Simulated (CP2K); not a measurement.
# Energy of CoO along an even scaling of the cell

System: CoO (Fm-3m, 2 atoms in the cell).
Method: Kohn-Sham DFT of a periodic cell, PBEsol, GTH-PBE with UZH-TZVP basis, spin-polarised (CP2K 2026.2).

The 6 runs differ only in the geometry, by an even scaling of the cell at fixed fractional positions. The structure derives from an entry of the Crystallography Open Database.

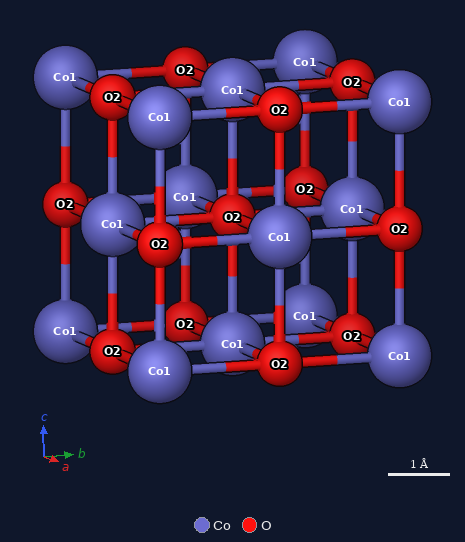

Figure 1. The structure of run 4 (ball-and-stick view of the cell 4 times as large as that of the calculation, set on its symmetry axes, seen slightly off an axis; atoms are numbered from 1 in the order of the input). An atom can appear more than once, as a periodic image.

**Input of run 4**
```
&GLOBAL
  PROJECT coo_eos
  RUN_TYPE ENERGY_FORCE
  PRINT_LEVEL LOW
&END GLOBAL
&FORCE_EVAL
  METHOD QS
  STRESS_TENSOR ANALYTICAL
  &DFT
    BASIS_SET_FILE_NAME BASIS_MOLOPT_UZH
    POTENTIAL_FILE_NAME POTENTIAL_UZH
    UKS T
    MULTIPLICITY 4
    WFN_RESTART_FILE_NAME previous-RESTART.kp
    &MGRID
      CUTOFF 850
      REL_CUTOFF 60
      NGRIDS 5
    &END MGRID
    &QS
      METHOD GPW
      EPS_DEFAULT 1.0E-10
    &END QS
    &KPOINTS
      SCHEME MONKHORST-PACK 11 11 11
      GAMMA_CENTERED T
      SYMMETRY T
      SYMMETRY_BACKEND SPGLIB
    &END KPOINTS
    &SCF
      SCF_GUESS RESTART
      EPS_SCF 1.0E-6
      MAX_SCF 150
      ADDED_MOS 13 16
      CHOLESKY OFF
      EPS_EIGVAL 1.0E-7
      &DIAGONALIZATION ON
        ALGORITHM STANDARD
      &END DIAGONALIZATION
      &MIXING ON
        METHOD PULAY_MIXING
        ALPHA 0.4
        BETA 1.5
        NBUFFER 6
      &END MIXING
      &SMEAR ON
        METHOD FERMI_DIRAC
        ELECTRONIC_TEMPERATURE [K] 580.226
      &END SMEAR
    &END SCF
    &XC
      &XC_FUNCTIONAL
        &PBE
          PARAMETRIZATION PBESOL
        &END PBE
      &END XC_FUNCTIONAL
    &END XC
    &PRINT
      &KPOINTS ON
      &END KPOINTS
      &MULLIKEN ON
      &END MULLIKEN
      &MO ON
        ENERGIES T
        OCCUPATION_NUMBERS T
        &EACH
          QS_SCF 0
        &END EACH
        ADD_LAST NUMERIC
      &END MO
    &END PRINT
  &END DFT
  &SUBSYS
    &CELL
      ABC 3.0343596788 3.0343596788 3.0343596788
      ALPHA_BETA_GAMMA 60.0000000004 60.0000000005 60.0000000004
      PERIODIC XYZ
    &END CELL
    &COORD
      SCALED
      Co  0.0000000000 0.0000000000 0.0000000000
      O   0.5000000000 0.5000000000 0.5000000000
    &END COORD
    &KIND Co
      BASIS_SET TZVP-MOLOPT-PBE-GTH-q17
      POTENTIAL GTH-PBE-q17
      MAGNETIZATION 2.0
    &END KIND
    &KIND O
      BASIS_SET TZVP-MOLOPT-PBE-GTH-q6
      POTENTIAL GTH-PBE-q6
    &END KIND
    &PRINT
      &ATOMIC_COORDINATES ON
      &END ATOMIC_COORDINATES
      &CELL ON
      &END CELL
    &END PRINT
  &END SUBSYS
  &PRINT
    &FORCES ON
    &END FORCES
    &STRESS_TENSOR ON
    &END STRESS_TENSOR
  &END PRINT
&END FORCE_EVAL
```

Command:
```bash
OMP_NUM_THREADS=1 cp2k.psmp -i coo_eos.inp -o coo_eos.out
```

Run 5 has the same physical settings and fractional positions; its lattice vectors (Å) are:
```
   3.054064    0.000000    0.000000
   1.527032    2.644897    0.000000
   1.527032    0.881632    2.493633
```

**Results, with one run withheld**

```tsv
run	volume per atom (Å³)	free energy per atom, from the lowest run given (meV)	pressure (GPa)
1	9.103	0.81	2.84
2	9.297	0.00	−1.47
3	9.490	4.23	−5.47
4	9.878	26.02	−12.30
5	10.071	?	?
6	10.265	62.61	−17.75
```

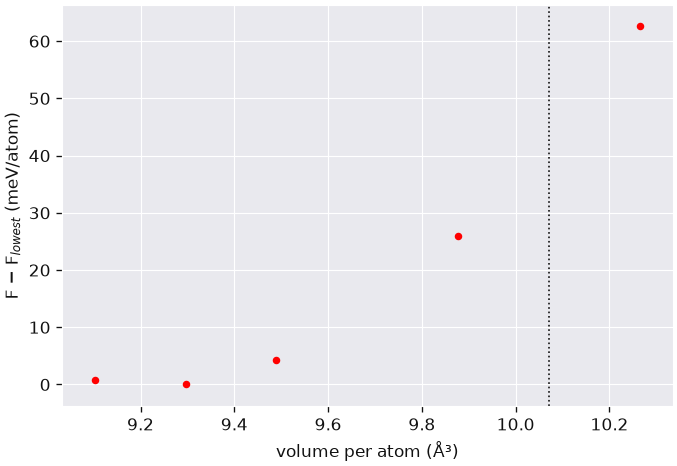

Figure 2. Free energy per atom of the runs given; the dotted line marks run 5.

What should run 5 give?

A cubic polynomial in V^(−2/3) (the Birch–Murnaghan form), fitted to the 5 runs given, misses them by under 0.01 meV per atom. With x = V^(−2/3) − 0.22151 Å⁻², it reads F = 8.3349 − 2999.9 x + 2.5982e+05 x² − 56.726 x³ (meV per atom). At run 5 it gives 42.60 meV per atom, and the run itself gives 42.67. The slope of the fit gives a pressure −dF/dV of −15.19 GPa there, and the run prints −15.19 GPa. The fit has its minimum at 9.229 Å³ per atom, where V d²F/dV² gives 207 GPa: the bulk modulus at this level, since symmetry fixes the shape and the positions.

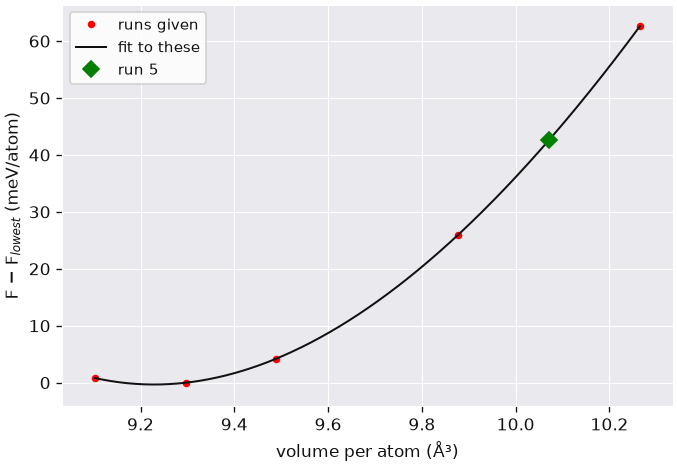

Figure 3. The fit and the withheld run.

**Some lines of the output (run 5)**
```
[...]
 CELL| Volume [angstrom^3]:                                            20.142777
 CELL_REF| Volume [angstrom^3]:                                        20.142777
                        Smear method:                                FERMI_DIRAC
  Step     Update method      Time    Convergence         Total energy    Change
  Fermi energy:                                                 0.36755198825622
  Total energy:                                              -161.14068751769926
  Total energy (extrapolated to T->0):                       -161.14010707343181
 MO| E(Fermi):            0.367552 a.u.         10.001598 eV
 MO| Band gap:            0.289411 a.u.          7.875261 eV
 MO| Band gap:            0.282471 a.u.          7.686430 eV
 MO| Band gap:            0.289428 a.u.          7.875731 eV
```
